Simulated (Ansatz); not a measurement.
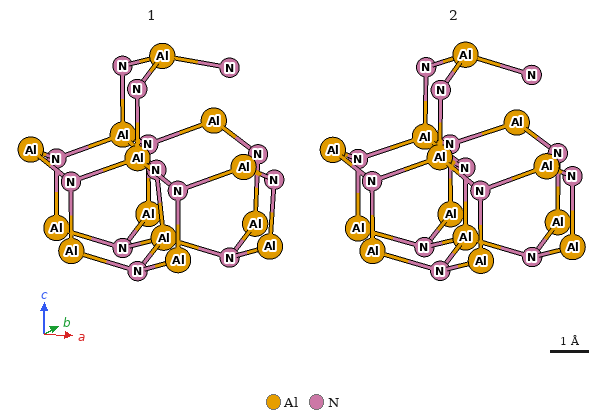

Two geometries of a defect cell of composition Al47N48, drawn at one scale. One is the start of a relaxation, the other its converged end. Style: ball-and-stick. Shown: the atoms within 4.2 Å of the atom that moves most (axes of the cell of the calculation (origin shifted)), slightly off an axis.

Level of theory: DFT, PBEsol, PAW, plane waves (Ansatz 0.2.0). (plane-wave cutoff 420 eV; k-point mesh 1 × 1 × 1; mesh shifted by (0.25, 0.25, 0.25); collinear spin; atoms relaxed in a fixed cell; force threshold 0.03 eV/Å; at most 80 steps)

**Which of the two is the end point?**

Structure 1 is the relaxed one. The atoms of the start lie slightly off their symmetric places, so part of the fall in energy undoes that. The largest moves, 0.20 Å, are those of N atoms. Largest moves by element: N 0.20 Å, Al 0.07 Å. The lattice vectors keep their values. Some distances before and after: Al–N 1.947 → 1.876 Å, Al–N 1.844 → 1.893 Å, Al–N 1.921 → 1.878 Å, Al–N 1.929 → 1.891 Å. Among the angles between lasting bonds that change: N–Al–N 111.1° → 103.7°, Al–N–Al 106.5° → 113.2°, N–Al–N 108.1° → 114.4°. After 3 geometry steps the energy has fallen by 1.606 eV per cell of the calculation. The largest force component goes from 1.7 to 0.026 eV/Å.
